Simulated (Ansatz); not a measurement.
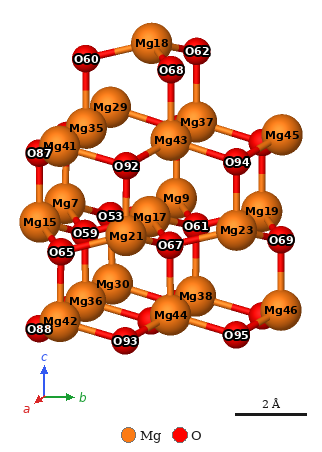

Starting structure of a defect cell of composition Mg₄₈O₄₇. A ball-and-stick model of the atoms within 5.0 Å of the atom that moves most (axes of the cell of the calculation), seen slightly off an axis.

Level of theory: DFT, PBEsol, PAW, plane waves in Ansatz.

(plane-wave cutoff 420 eV; k-point mesh 1 × 1 × 1; mesh shifted by (0.25, 0.25, 0.25); no spin polarisation; atoms relaxed in a fixed cell; force threshold 0.03 eV/Å; at most 80 steps)

```
CELL_PARAMETERS angstrom
9.90582 0.00000 0.00000
0.00000 11.43825 0.00000
0.00000 0.00000 10.04965
ATOMIC_POSITIONS crystal
Mg 0.16531 0.08107 0.24261
Mg 0.16742 0.08227 0.74582
Mg 0.00576 0.33399 0.24265
Mg 0.99857 0.33523 0.74274
Mg 0.50596 0.08480 0.24564
Mg 0.49600 0.08077 0.74388
Mg 0.33559 0.33090 0.24654
Mg 0.33186 0.33102 0.74980
Mg 0.16526 0.58167 0.24453
Mg 0.16784 0.58154 0.74325
Mg 0.00280 0.82983 0.24654
Mg 0.99610 0.83423 0.74610
Mg 0.83622 0.08523 0.24146
Mg 0.83643 0.08328 0.74484
Mg 0.66842 0.33294 0.24676
Mg 0.66927 0.33365 0.74293
Mg 0.50330 0.58114 0.24623
Mg 0.49946 0.58468 0.74318
Mg 0.33359 0.83273 0.24468
Mg 0.33376 0.83211 0.74241
Mg 0.83371 0.58539 0.24521
Mg 0.83355 0.58256 0.74924
Mg 0.66875 0.83456 0.24465
Mg 0.66634 0.83475 0.74452
Mg 0.99955 0.16861 0.49390
Mg 0.99919 0.16769 0.99449
Mg 0.33231 0.16947 0.49596
Mg 0.33001 0.16837 0.99303
Mg 0.16565 0.41366 0.49862
Mg 0.16772 0.41932 0.99217
Mg 0.00277 0.66721 0.49644
Mg 0.00211 0.66565 0.99362
Mg 0.66416 0.16722 0.49888
Mg 0.66985 0.16595 0.99553
Mg 0.49963 0.41784 0.49253
Mg 0.50120 0.41646 0.99553
Mg 0.33336 0.66655 0.49430
Mg 0.33301 0.66377 0.99397
Mg 0.16761 0.91576 0.49513
Mg 0.16455 0.91761 0.99512
Mg 0.83410 0.41604 0.49441
Mg 0.83471 0.41715 0.99162
Mg 0.66664 0.66699 0.49549
Mg 0.66681 0.66599 0.99374
Mg 0.50124 0.91779 0.49495
Mg 0.50293 0.91523 0.99174
Mg 0.83469 0.91519 0.49445
Mg 0.83559 0.91751 0.99468
O 0.99997 0.16721 0.19442
O 0.99875 0.16827 0.69627
O 0.33488 0.16570 0.18948
O 0.33427 0.16785 0.69442
O 0.16791 0.41398 0.18809
O 0.16722 0.41477 0.69438
O 0.00307 0.66772 0.19314
O 0.00124 0.66469 0.69320
O 0.66983 0.16716 0.19144
O 0.66755 0.16621 0.69201
O 0.50112 0.41458 0.19037
O 0.49884 0.41629 0.69214
O 0.33195 0.66512 0.19401
O 0.33495 0.66726 0.69703
O 0.17111 0.91399 0.19450
O 0.16782 0.91667 0.69432
O 0.83620 0.41975 0.19199
O 0.83340 0.41613 0.69728
O 0.66790 0.66421 0.19383
O 0.66877 0.66741 0.69849
O 0.50085 0.91472 0.19340
O 0.50382 0.91617 0.69436
O 0.83843 0.91672 0.19006
O 0.83270 0.91614 0.69512
O 0.16664 0.08307 0.44231
O 0.16509 0.08341 0.94202
O 0.99665 0.33638 0.44312
O 0.99817 0.33312 0.94237
O 0.49895 0.08668 0.44377
O 0.49916 0.08506 0.94327
O 0.33326 0.33501 0.44132
O 0.33269 0.33760 0.94126
O 0.16362 0.58318 0.44333
O 0.16890 0.58271 0.94203
O 0.99939 0.83018 0.44350
O 0.99769 0.83457 0.94554
O 0.83364 0.08260 0.44387
O 0.83035 0.08375 0.94327
O 0.66858 0.33081 0.44451
O 0.67142 0.33146 0.94104
O 0.49877 0.58303 0.94608
O 0.33361 0.83432 0.44236
O 0.33532 0.83497 0.94491
O 0.83155 0.58570 0.44528
O 0.83144 0.58256 0.94249
O 0.67030 0.83525 0.44121
O 0.66429 0.83337 0.94331
```

Q: Where does the relaxation end?

A: Mg17 moves most: 0.072 Å along [−1 1 −3]. By element the largest moves are Mg 0.072 Å, O 0.061 Å. The cell stays as it was. Near-neighbour distances that change, for instance: Mg46–O95 1.915 → 1.975 Å, Mg17–O61 2.020 → 1.968 Å, Mg18–O89 2.039 → 1.995 Å, Mg37–O62 2.037 → 1.995 Å. Bond angles that change, for instance: Mg15–O59–Mg17 111.2° → 113.6°, O59–Mg17–O61 111.9° → 114.3°, O80–Mg36–O89 111.2° → 113.5°. Over 3 geometry steps the energy falls by 0.652 eV per cell of the calculation. Largest force component: 0.68 eV/Å at the start, 0.015 eV/Å at the end. The run took 3.5 s on 1 × NVIDIA GB200 with 8 threads of Arm Neoverse-V2, peak memory 1.9 GiB.

The end point in the same view:

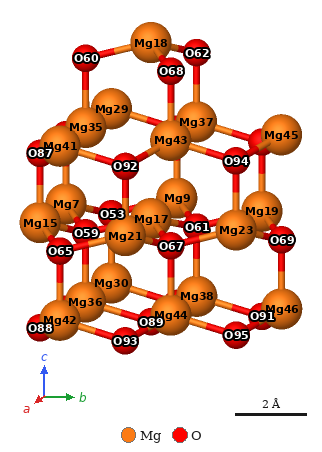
